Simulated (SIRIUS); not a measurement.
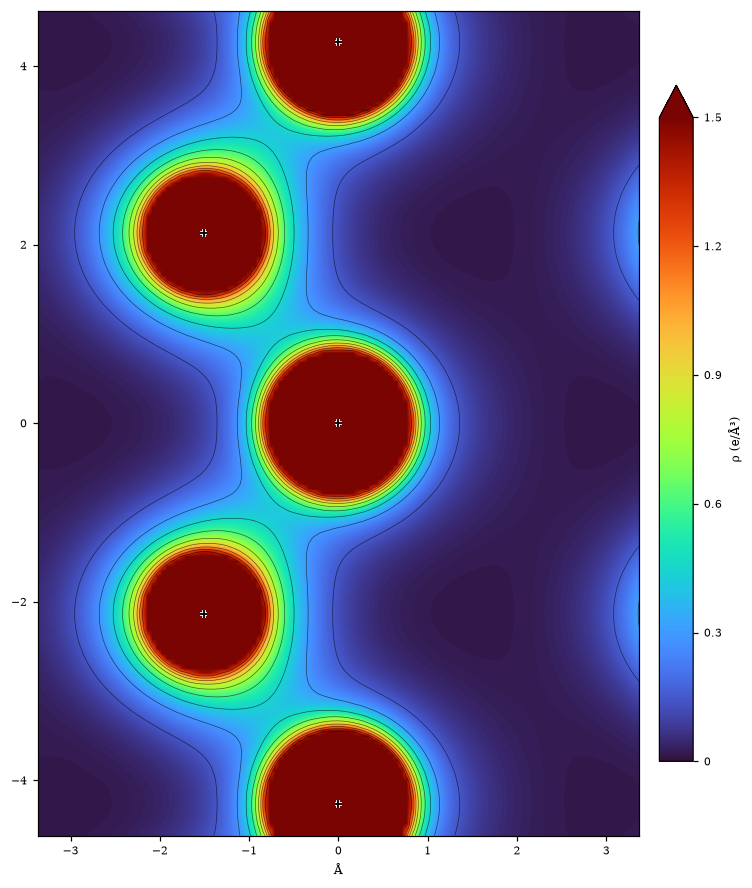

The total electron density on a plane through atoms (crosses mark nuclei in the plane).

All numbers below come from Kohn-Sham DFT of a periodic cell, PBEsol, all-electron FP-LAPW (SIRIUS).

Candidates:
A. Cu, a = 3.62 Å, b = 3.62 Å, c = 3.62 Å, α = 90.00°, β = 90.00°, γ = 90.00°. Space group Fm-3m.
B. InAs, a = 6.04 Å, b = 6.04 Å, c = 6.04 Å, α = 90.00°, β = 90.00°, γ = 90.00°. Space group F-43m.
C. TePb, a = 6.46 Å, b = 6.46 Å, c = 6.46 Å, α = 90.00°, β = 90.00°, γ = 90.00°. Space group Fm-3m.

**Which system is this?**

Candidate B: InAs on the (101) plane of the conventional cell, which holds In and As. In–As (2.61 Å): ρ at the midpoint is about 0.42 e/Å³.
